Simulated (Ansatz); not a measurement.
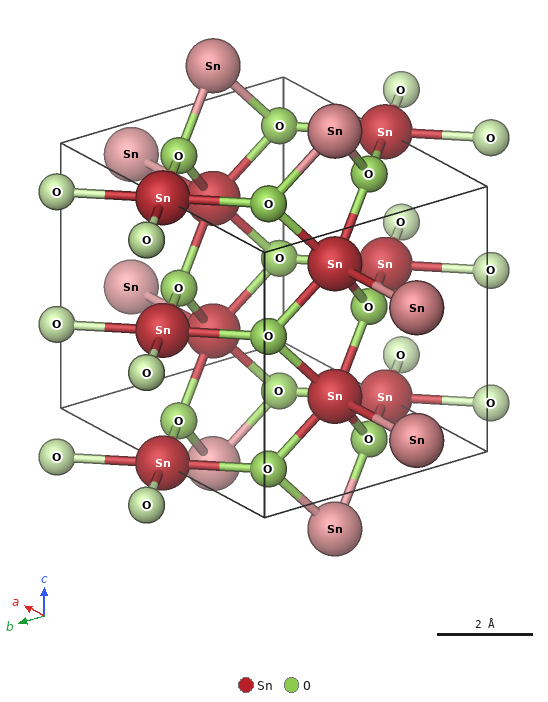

Figure 1. The structure as given in the input (ball-and-stick view of the cell of the calculation, seen at an oblique angle; neighbours outside the cell are drawn fainter).

# Band-structure calculation of Sn3O4 (part 1 of 2)

- system: Sn3O4 (14 atoms in the cell)
- method: DFT LDA, scalar-relativistic, plane waves, PAW, no spin polarisation (Ansatz 0.2.0)

The structure derives from a Materials Project entry. Figures and captions count atoms from 1; the log counts them from 0 in places.

What the program printed:
```
scf.n_extra_bands = 35 over 66 filled bands (N_el = 132.0): the run solves 101 bands
Engine: ansatz 0.2.0, aarch64-unknown-linux-gnu
Pseudopotentials: kind: paw
Pseudopotential: Sn, paw, valence charge 14, recommended cutoff 420 eV (normal), Sn.paw.azcp
Pseudopotential: O, paw, valence charge 6, recommended cutoff 420 eV (normal), O.paw.azcp
Functional definition: SPW92
  exchange = slater_x
  correlation = pw_c
Crystal: 14 atoms, lattice volume = 256.547 Å³
Basis set: ecut = 420 eV, 4995 PW (Γ)
Bands: 101, of which v1, the nominal top of the filled ones, is band 66 counted from 1 (65 counted from 0)
Symmetry: 4 space group operations
Space group: P2/c (ITA 13), of the structure as read, at distance tolerance 6.4e-5 Å
k-points: 80 of 216
Non-local potential: Sn, projectors of the file, l = 0: 2, l = 1: 2, l = 2: 2, l = 3: 2
Non-local potential: O, projectors of the file, l = 0: 2, l = 1: 2, l = 2: 1
PAW form: soft (Blöchl's): semilocal exchange-correlation on the pseudo side does not see the compensation charge
PAW frozen core: Sn, regenerated for the run's functional, and the local potential with it (the file was generated under x = pbe(κ = 0.804, μ = 0.2195149727645171), c = pbe(β = 0.06672455060314922))
PAW frozen core: O, regenerated for the run's functional, and the local potential with it (the file was generated under x = pbe(κ = 0.804, μ = 0.2195149727645171), c = pbe(β = 0.06672455060314922))
PAW one-centre angular grid: Sn, 590 points (default); XC on 64 Gauss nodes
PAW one-centre angular grid: O, 110 points (default); XC on 64 Gauss nodes
Initial density: superposition of atomic densities (neutral atoms: chi_scale 0, normalization atom), corrected by the library's trained network
Initial wavefunctions: pseudopotential atomic-orbital guess
Functional: x = slater, c = lda
SCF iter   1: F=—  HF=-39715.554077 eV  |F-HF|=—  |Δ(HF+E_count)|=         —  Δρ=1.49e-2  dr2=5.42e-1  ethr=1.77e-3  ⟨swp⟩=5.3  Hψ=34498  notcnv=0  defer=1385
preconditioner: auto → Resta (q_TF=auto, 2.442 Å⁻¹)  ε∞=2.6  [insulator: Δε(μ)=0.104 eV  Ē_g=21.140 eV  σ=0.100 eV  W_gap=0.53  n_scr=64 (ndim 8)  ℏωp=26.6 eV  f_vac=0.166  D(μ)=0.51/eV (n_scr^D=0)  ε∞_Penn≈2.6]
SCF iter   2: F=—  HF=-39715.431009 eV  |F-HF|=—  |Δ(HF+E_count)|=   1.23e-1  Δρ=6.24e-3  dr2=5.99e-2  ethr=4.10e-4  ⟨swp⟩=2.0  Hψ=11511  notcnv=0  defer=2281
SCF iter   3: F=—  HF=-39715.415052 eV  |F-HF|=—  |Δ(HF+E_count)|=   1.60e-2  Δρ=1.84e-3  dr2=5.80e-3  ethr=4.54e-5  ⟨swp⟩=2.0  Hψ=8409  notcnv=0  defer=2281
SCF iter   4: F=—  HF=-39715.413658 eV  |F-HF|=—  |Δ(HF+E_count)|=   1.39e-3  Δρ=4.12e-4  dr2=4.37e-4  ethr=4.39e-6  ⟨swp⟩=2.6  Hψ=11109  notcnv=0  defer=2281
SCF iter   5: F=—  HF=-39715.413611 eV  |F-HF|=—  |Δ(HF+E_count)|=   4.68e-5  Δρ=1.07e-4  dr2=3.01e-5  ethr=3.31e-7  ⟨swp⟩=2.0  Hψ=8034  notcnv=0  defer=2281
SCF iter   6: F=—  HF=-39715.413395 eV  |F-HF|=—  |Δ(HF+E_count)|=   2.16e-4  Δρ=5.95e-5  dr2=9.77e-6  ethr=2.28e-8  ⟨swp⟩=2.0  Hψ=11271  notcnv=0  defer=2281
SCF iter   7: F=—  HF=-39715.413396 eV  |F-HF|=—  |Δ(HF+E_count)|=   9.23e-7  Δρ=5.64e-5  dr2=8.04e-6  ethr=7.40e-9  ⟨swp⟩=2.0  Hψ=8722  notcnv=0  defer=2281
SCF iter   8: F=—  HF=-39715.413395 eV  |F-HF|=—  |Δ(HF+E_count)|=   7.94e-7  Δρ=2.25e-5  dr2=1.30e-6  ethr=6.09e-9  ⟨swp⟩=2.0  Hψ=6685  notcnv=0  defer=2281
SCF iter   9: F=-39715.413395 eV  HF=-39715.413395 eV  |F-HF|=2.56e-8  |Δ(HF+E_count)|=   6.49e-8  Δρ=4.75e-6  dr2=6.26e-8  ethr=7.58e-11  ⟨swp⟩=18.9  Hψ=75711  notcnv=0
SCF 1 converged in 9 iterations: F = -39715.413395 eV  dr2 = 6.26e-8
  greatest PAW one-centre occupation: 0.996 electrons in one spin orbital (limit 2), on the Sn atom at site 2 (counted from 0), in its partial waves of l = 2
NSCF: frozen V_eff on 101 k-points
NSCF: frozen V_eff on 205 k-points
SCF converged after 9 iterations
Free energy (F): -39715.413395 eV
Harris-Foulkes:  -39715.413395 eV  (|F-HF|=2.56e-8)
Internal energy: -39715.411619 eV  (E = F + TS)
E sigma→0 (E₀):  -39715.412507 eV
Entropy (-TS):   -0.001776 eV (-0.127 meV/atom)
Fermi energy:    6.632065 eV
--- Per-component energies (eV) ---
  E_band       = -890.458859
  E_kinetic    = 2512.194474
  E_local      = -10889.852416  (includes V_loc(G=0)·N_el)
  E_nonlocal   = 240.374888
  E_hartree    = 5519.452287
  E_xc         = -2838.833591
  E_vxc        = -1320.667916  (∫ρ·V_xc dr)
  E_paw        = -25175.551310  (= ΣΔE_a)
  E_vpaw       = -2471.421314  (= ΣTr[D̂ρ^β])
  E_aug_tail   = 0.019522  (compensation charges beyond the density's cutoff)
  E_ewald      = -9086.540234
  E_core_change = 3.324761  (= ΣΔE_core)
  E_smearing   = -0.001776  (= −TS)
  E_closure    = 0.000000  (closes the sum)
  Σ components = -39715.413395   (vs F -39715.413395, Δ=0.00e0)
--- Forces (eV/Å), atoms counted from 1 ---
  atom   1  Sn    -0.27287144     0.00000288    -0.00036973
  atom   2  Sn     0.27287144     0.00000288     0.00036973
  atom   3  Sn     0.27287144    -0.00000288     0.00036973
  atom   4  Sn    -0.27287144    -0.00000288    -0.00036973
  atom   5  Sn     0.00000000     0.00000000     0.00000000
  atom   6  Sn     0.00000000    -0.00000000     0.00000000
  atom   7  O     -0.03108857     0.30279574    -0.00005824
  atom   8  O      0.03108857     0.30279574     0.00005824
  atom   9  O      0.03108857    -0.30279574     0.00005824
  atom  10  O     -0.03108857    -0.30279574    -0.00005824
  atom  11  O      0.03298788     0.30401442     0.00003341
  atom  12  O     -0.03298788     0.30401442    -0.00003341
  atom  13  O     -0.03298788    -0.30401442    -0.00003341
  atom  14  O      0.03298788    -0.30401442     0.00003341
  max |Σ_I F_I| component: 1.11e-16 eV/Å
--- Stress (GPa, compression-positive) ---
       -5.037417       0.000000       0.008351
        0.000000      -7.113154       0.000000
        0.008351       0.000000      -7.366782
  P = ⅓ Tr σ = -6.5058 GPa (-65.058 kbar)
--- Band table (eV; the first three rows and the last of 80) ---
  k-point 0: bands = ["-15.2257", "-15.2093", "-15.1248", "-14.9862", "-14.8507", "-14.7372", "-14.7062", "-14.6904", "-14.6378", "-14.6086", "-14.5942", "-14.5583", "-14.5463", "-14.5365", "-14.5034", "-14.4972", "-14.4705", "-14.4466", "-14.3674", "-14.3350", "-14.2208", "-14.2014", "-14.1490", "-14.0493", "-14.0450", "-14.0161", "-14.0024", "-13.9267", "-13.9238", "-13.8949", "-11.8076", "-11.5192", "-11.1170", "-11.0100", "-10.8589", "-10.4397", "-9.6968", "-9.3437", "-2.7385", "-1.7299", "-0.7539", "-0.5890", "-0.4063", "0.8092", "1.0484", "1.4821", "1.7713", "1.8288", "1.9787", "2.9485", "3.2434", "3.3818", "3.4390", "3.4960", "3.5922", "3.9035", "4.3170", "4.3418", "4.5253", "4.5758", "4.7062", "4.9962", "5.0835", "5.2723", "6.1783", "6.3378", "6.7904", "6.9181", "9.1687", "9.2082", "9.2449", "10.0639", "10.6987", "12.2308", "12.2329", "12.3578", "12.7436", "12.8620", "13.2215", "13.4411", "13.5043", "14.2757", "14.7629", "14.7966", "15.0248", "15.2828", "15.3342", "15.8924", "16.1062", "16.5628", "16.7586", "17.1000", "17.5115", "17.5650", "17.7427", "17.9070", "17.9157", "18.4974", "18.9483", "19.6711", "19.9231"]
  k-point 1: bands = ["-15.1930", "-15.1756", "-15.0940", "-14.9506", "-14.8467", "-14.7291", "-14.7103", "-14.7102", "-14.6875", "-14.6003", "-14.5963", "-14.5747", "-14.5730", "-14.5342", "-14.5030", "-14.4999", "-14.4790", "-14.4517", "-14.3935", "-14.3694", "-14.1986", "-14.1935", "-14.1507", "-14.0413", "-14.0371", "-14.0151", "-14.0033", "-13.9351", "-13.9321", "-13.9165", "-11.7681", "-11.4888", "-11.1721", "-11.0491", "-10.7766", "-10.3641", "-9.7733", "-9.4170", "-2.6605", "-1.6696", "-0.6663", "-0.6523", "-0.3875", "0.8463", "0.9813", "1.6231", "1.8825", "1.9165", "1.9337", "2.8896", "3.0788", "3.1827", "3.2753", "3.4932", "3.6378", "4.2098", "4.2572", "4.2650", "4.3004", "4.4031", "4.7258", "4.9761", "5.0964", "5.2521", "5.2591", "6.7193", "7.2503", "7.5878", "9.2433", "9.3181", "9.4739", "10.1076", "10.8044", "12.0252", "12.1331", "12.3427", "12.7644", "12.8551", "13.4339", "13.4792", "13.5864", "13.6850", "14.0809", "14.5491", "14.8856", "15.3627", "15.5509", "15.6313", "15.9844", "16.4724", "16.8155", "17.2000", "17.6256", "17.6821", "17.7882", "17.8349", "18.2104", "18.8852", "19.3400", "19.5792", "20.1326"]
  k-point 2: bands = ["-15.1000", "-15.0805", "-15.0139", "-14.8569", "-14.8567", "-14.8120", "-14.7994", "-14.7165", "-14.7070", "-14.6189", "-14.6029", "-14.6015", "-14.5728", "-14.5272", "-14.5185", "-14.5073", "-14.4805", "-14.4777", "-14.4572", "-14.4405", "-14.1783", "-14.1560", "-14.1385", "-14.0192", "-14.0153", "-14.0125", "-14.0062", "-13.9753", "-13.9580", "-13.9546", "-11.6562", "-11.4037", "-11.3144", "-11.1512", "-10.5573", "-10.1607", "-9.9814", "-9.6163", "-2.4342", "-1.7501", "-0.5426", "-0.4474", "-0.3468", "0.6138", "1.0429", "1.9765", "2.0248", "2.0336", "2.3151", "2.3190", "2.7822", "2.8223", "3.3582", "3.4042", "3.6372", "3.7640", "4.1060", "4.1093", "4.1256", "4.1940", "4.7779", "4.9218", "5.1305", "5.2236", "5.3054", "6.4702", "7.9464", "9.0540", "9.1008", "9.6455", "10.1189", "10.2448", "11.1491", "11.6802", "11.8545", "12.2381", "12.3908", "12.8208", "13.0784", "13.1832", "13.3915", "13.4520", "13.7343", "13.7911", "14.1315", "15.5110", "15.5864", "15.7766", "16.3699", "16.6354", "17.3006", "17.3459", "17.3871", "17.7363", "17.8781", "18.1805", "18.7856", "18.8065", "19.9076", "19.9780", "20.0252"]
  k-point 79: bands = ["-14.9463", "-14.9463", "-14.9402", "-14.9402", "-14.9269", "-14.9269", "-14.7557", "-14.7557", "-14.6691", "-14.6691", "-14.6045", "-14.6045", "-14.5311", "-14.5311", "-14.5243", "-14.5243", "-14.5171", "-14.5171", "-14.4680", "-14.4680", "-14.2181", "-14.2181", "-14.0364", "-14.0364", "-14.0086", "-14.0086", "-13.9897", "-13.9897", "-13.9849", "-13.9849", "-11.3355", "-11.3355", "-11.0779", "-11.0779", "-10.3701", "-10.3701", "-10.2536", "-10.2536", "-1.0464", "-1.0464", "-0.3681", "-0.3681", "-0.2691", "-0.2691", "1.4395", "1.4395", "1.9369", "1.9369", "2.2995", "2.2995", "2.5076", "2.5076", "3.0227", "3.0227", "3.2698", "3.2698", "3.2781", "3.2781", "4.3906", "4.3906", "4.5168", "4.5168", "5.6373", "5.6373", "6.4769", "6.4769", "8.6106", "8.6106", "10.7705", "10.7705", "10.9294", "10.9294", "11.1567", "11.1567", "11.3022", "11.3022", "12.0262", "12.0262", "12.4785", "12.4785", "13.0474", "13.0474", "14.5002", "14.5002", "15.9374", "15.9374", "16.4490", "16.4490", "16.8237", "16.8237", "17.3213", "17.3213", "17.5202", "17.5202", "17.5640", "17.5640", "19.3453", "19.3453", "19.3841", "19.3841", "19.6366"]
--- Löwdin populations: 14 sites ---
  site symbol       q [e]
     0     Sn     12.7925
     1     Sn     12.7925
     2     Sn     12.7925
     3     Sn     12.7925
     4     Sn     13.0872
     5     Sn     13.0872
     6      O      6.7487
     7      O      6.7487
     8      O      6.7487
     9      O      6.7487
    10      O      6.7487
    11      O      6.7487
    12      O      6.7487
    13      O      6.7487
  spilling = 0.005047 (of n_electrons = 132.000000)
```
